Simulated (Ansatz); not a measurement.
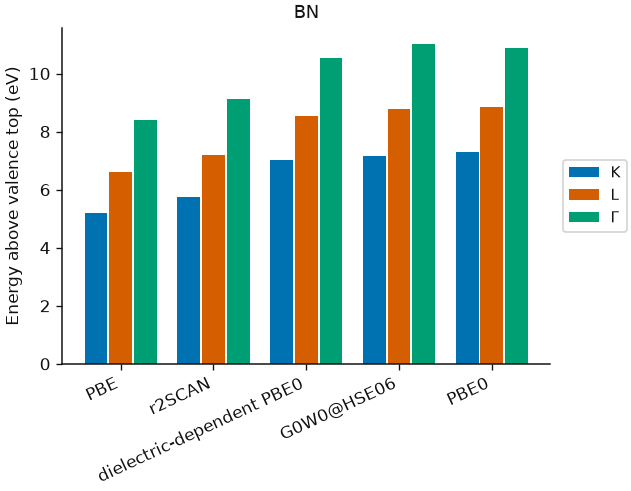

Lowest conduction level at each named k point, counted from the valence-band top at Γ, by several methods on one cell of wurtzite BN, space group P6_3mc (No. 186), 4 atoms in the cell, relaxed with r2SCAN; a = 2.544 Å, c = 4.208 Å (hexagonal axes). All runs are without spin-orbit coupling and carry no moments. The cell is at 5 GPa in PBE.

| method | program | K (eV) | L (eV) | Γ (eV) |
| --- | --- | --- | --- | --- |
| PBE | Ansatz | 5.21 | 6.61 | 8.40 |
| r2SCAN | Ansatz | 5.75 | 7.21 | 9.12 |
| dielectric-dependent PBE0 | Ansatz | 7.01 | 8.55 | 10.55 |
| G0W0@HSE06 | Ansatz | 7.17 | 8.79 | 11.02 |
| PBE0 | Ansatz | 7.29 | 8.84 | 10.88 |

Q: What does G0W0@r2SCAN give? It was run as: r2SCAN, Ansatz PAW set, 6×6×4 k mesh, 500 eV cutoff, fixed occupations (Ansatz 0.2.0), G0W0 with empty bands 88, screening cutoff 140 eV and frequency treatment contour deformation.

A: It starts from r2SCAN, whose row gives 5.75 eV at K. G0W0@r2SCAN gives 6.87 eV at K, 8.48 eV at L and 10.65 eV at Γ, which is +1.12 eV from r2SCAN at K.

Q: Does G0W0@r2SCAN shift these levels rigidly from r2SCAN?

A: The shifts are +1.12 eV at K, +1.27 eV at L and +1.53 eV at Γ, and at points that aren't plotted +1.21 eV (M) and +1.44 eV (H): over the named points that both runs hold, a spread of 0.41 eV on a mean of 1.31 eV, so one shift describes them only roughly.

Q: How do the methods rank at K?

A: From low to high: PBE 5.21, r2SCAN 5.75, G0W0@r2SCAN 6.87, dielectric-dependent PBE0 7.01, G0W0@HSE06 7.17, PBE0 7.29 eV. Too close to rank are G0W0@r2SCAN against dielectric-dependent PBE0 (different meshes and cutoffs) and G0W0@HSE06 against PBE0 (different meshes).

Settings. PBE: Ansatz PAW set, 12×12×6 k mesh, 420 eV cutoff, Fermi-Dirac smearing of 0.02 eV (Ansatz). r2SCAN: Ansatz PAW set, 12×12×6 k mesh, 500 eV cutoff, fixed occupations (Ansatz 0.2.0). dielectric-dependent PBE0: Ansatz PAW set, 9×9×4 k mesh, 420 eV cutoff, fixed occupations (Ansatz 0.2.0). G0W0@HSE06: HSE06, Ansatz PAW set, 6×6×4 k mesh, 420 eV cutoff, fixed occupations (Ansatz 0.2.0), G0W0 with empty bands 88, screening cutoff 140 eV and frequency treatment contour deformation. PBE0: Ansatz PAW set, 9×9×4 k mesh, 420 eV cutoff, fixed occupations (Ansatz).

These are six of the 11 methods that were run on this cell. The cell's inner coordinates are idealised or old. The usual form of BN is layered hexagonal. r2SCAN, G0W0@r2SCAN, dielectric-dependent PBE0, G0W0@HSE06 and PBE0: the PAW data sets were made with another functional. LDA, GGA and most meta-GGA functionals understate gaps. G0W0@r2SCAN: the k mesh is coarse, so the values aren't converged. G0W0@HSE06: the k mesh is coarse, so the values aren't converged, least of all with exact exchange. The GW values are at finite bands, cutoffs and mesh, short of the basis limit.
